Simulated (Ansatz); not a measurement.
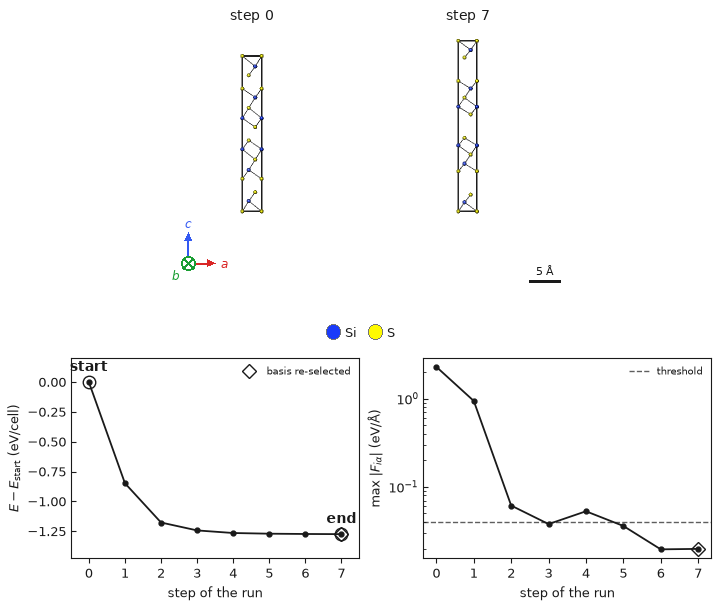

First and last geometry of a relaxation of crystalline Si2S3 (built on the tetradymite_166 type) (coarse preliminary run), with the history of the run. Style: ball-and-stick. Shown: the conventional cell (3 times the calculation's cell), along the b axis. Lengths and directions refer to the drawn axes.

Case: tetradymite type (R-3m, No. 166).

Computed with Ansatz, DFT PBE, scalar-relativistic, plane waves, PAW.

Input
```yaml
crystal:
  lattice:
    - [1.803743946, 1.0413920528, 8.361268149]
    - [-1.803743946, 1.0413920528, 8.361268149]
    - [0.0, -2.0827841055, 8.361268149]
  atoms:
    - { symbol: Si, position: [0.4, 0.4, 0.4] }
    - { symbol: Si, position: [0.6, 0.6, 0.6] }
    - { symbol: S, position: [0.0, 0.0, 0.0] }
    - { symbol: S, position: [0.2095, 0.2095, 0.2095] }
    - { symbol: S, position: [0.7905, 0.7905, 0.7905] }
basis:
  ecutwfc: 420
kpoints:
  mp_grid: { grid: [6, 6, 6] }
hamiltonian:
  xc: pbe
scf:
  occupations: { method: gaussian, width: 0.1 }
  lower_state_search: "off"
output:
  forces: true
  stress: true
  eigenvalues: true
relax:
  adjacent_minimum: "off"
  f_tol: 0.04
  max_steps: 70
  cell: { stress_tol: 0.4 }
```

Run as
```bash
ansatz run input.yaml --threads 1 --pin off --max-ram 2560MiB --backend cpu --events-out ev --progress --plain --runs-dir out
```

Question: Read the history and describe the run.

Answer: It converged. The largest moves relative to the cell, 0.72 Å, are those of S4 and S5. S4 goes along +c. Largest moves by element: S 0.72 Å, Si 0.36 Å. The drawn cell changes as follows: a = b 3.607 → 3.467 Å (−3.9 %), c 25.084 → 27.540 Å (+9.8 %); the volume changes by +1.4 %. Near-neighbour distances that change, for instance: Si1–S5 2.529 → 2.342 Å, Si1–S3 2.671 → 2.488 Å. Among the angles between lasting bonds that change: S4–Si2–S4 91.0° → 95.5°, Si2–S4–Si2 91.0° → 95.5°, S3–Si2–S4 91.9° → 88.0°. The space group stays R-3m (No. 166). The energy falls by 1.274 eV per cell of the calculation in 6 accepted moves (7 points after the start). The largest force component goes from 2.3 to 0.02 eV/Å. Pressure: −9.84 GPa at the start and 0.09 GPa at the end. The SCF was repeated once at an unchanged geometry on a basis and grid sized afresh for the cell, which shifted the energy by 1.3 meV per cell of the calculation at most.

```csv
step,"E − E(0), meV/atom","largest force component, eV/Å","pressure, GPa","volume, Å³/atom",note
0,0.00,2.2896,-9.84,18.847,
1,-169.44,0.9417,-5.22,17.907,
2,-235.22,0.0614,1.71,17.042,
3,-248.46,0.0379,-0.35,18.062,
4,-252.80,0.0529,0.56,18.334,
5,-253.96,0.0361,0.25,18.721,
6,-254.44,0.0196,0.07,19.110,
7,-254.70,0.0198,0.09,19.110,"same geometry, new basis"
```

Limits of the set-up: layers or molecules are held without a dispersion correction, so their spacing is unreliable.
